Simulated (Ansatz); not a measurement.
Ru (I4/mmm, No. 139): coordinates from a relaxation with Ansatz, DFT r2SCAN, scalar-relativistic, plane waves, PAW; the starting structure was generated, so it need not be a known form of this composition.

```
Ru
1.0
     2.72795    0.00000    0.00000
     0.00000    2.72795    0.00000
     0.00000    0.00000    8.12943
Ru
4
Cartesian
  1.3640 1.3640 2.8488
  0.0000 0.0000 1.2159
  0.0000 0.0000 6.9135
  1.3640 1.3640 5.2807
```

Q: What will a projected-potential map along [001] show? Computed as the sum of neutral-atom potentials (tabulated electron scattering factors, B = 0.5 Å²) projected along the beam and smoothed by 0.25 Å; brighter is more positive. The display is stretched by a gamma of 0.7; percentages refer to the linear signal.

A: The columns repeat on a square net with a repeat of 1.93 Å (plane group p4mm). All columns are alike (Ru). The shortest distance between visible columns is 1.93 Å in projection. Along the beam the structure repeats every 8.13 Å.

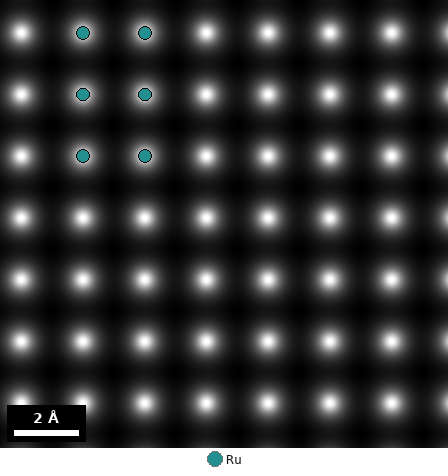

The simulated image, with the columns of the model marked in one corner.
